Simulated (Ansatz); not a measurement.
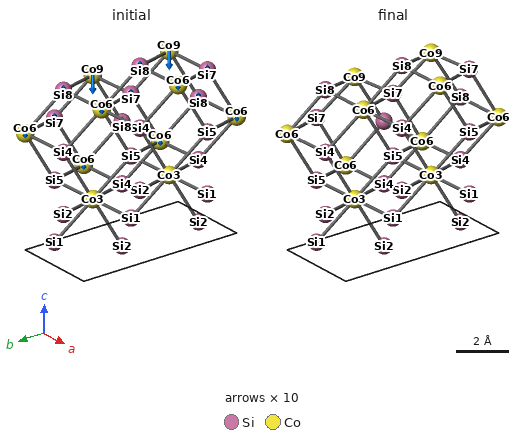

The structure of a slab of composition CoSi₂ before (left) and after (right) a constrained relaxation, at one scale. The blue arrows give the displacements, 10 times their true length.

A ball-and-stick model of the 1 × 2 repeat of the cell, outlined in the plane, without the vacuum, seen from a free direction.

5 atoms are held fixed.

These are results of Ansatz, DFT PBEsol, scalar-relativistic, plane waves, PAW; settings changed, not measurements.

Input file:
```yaml
crystal:
  lattice:
    - [3.7565103743, 0.0, 0.0]
    - [0.0, 3.7565103743, 0.0]
    - [0.0, 0.0, 23.6406348981]
  atoms:
    - { symbol: Si, position: [0.5, 0.0, 0.3595504113] }
    - { symbol: Si, position: [0.0, 0.5, 0.3595504113] }
    - { symbol: Co, position: [0.5, 0.5, 0.4157302468] }
    - { symbol: Si, position: [0.0, 0.5, 0.4719100823] }
    - { symbol: Si, position: [0.5, 0.0, 0.4719100823] }
    - { symbol: Co, position: [0.0, 0.0, 0.5280899177] }
    - { symbol: Si, position: [0.5, 0.0, 0.5842697532] }
    - { symbol: Si, position: [0.0, 0.5, 0.5842697532] }
    - { symbol: Co, position: [0.5, 0.5, 0.6404495887] }
basis:
  ecutwfc: 420
kpoints:
  mp_grid: { grid: [8, 8, 1] }
hamiltonian:
  xc: pbesol
scf:
  occupations: { method: cold, width: 0.025 }
output:
  forces: true
  eigenvalues: true
relax:
  adjacent_minimum: "off"
  f_tol: 0.03
  max_steps: 70
  constraints: [{ sites: [0, 1, 2, 3, 4] }]
efield:
  axis: 3
  dipole_correction: true
  ramp_width: 0.04
```

Launched with:
```bash
ansatz run input.yaml --threads 2 --pin off --max-ram 5120MiB --backend cpu --events-out ev --progress --plain --runs-dir out
```

**Describe what moved and what it gained.**

The largest move is that of Co9, 0.084 Å along the normal (−c). By element the largest moves are Co 0.084 Å, Si 0.023 Å. The cell stays as it was. Among the contacts that change: Si7–Co9 2.300 → 2.240 Å, Co6–Si7 2.300 → 2.327 Å, Si4–Co6 2.300 → 2.287 Å. Among the angles between lasting bonds that change: Si7–Co9–Si7 109.5° → 113.9°, Co9–Si7–Co9 109.5° → 113.9°, Si7–Co9–Si8 70.5° → 72.7°. Over 4 geometry steps the energy falls by 63.4 meV per cell of the calculation. The largest force component goes from 1 to 0.0058 eV/Å. The run took 72 s on 2 threads of Arm Neoverse V2, on a shared host, peak memory 0.61 GiB.

Limits of the set-up: an element that often carries a moment was run without spin polarisation.
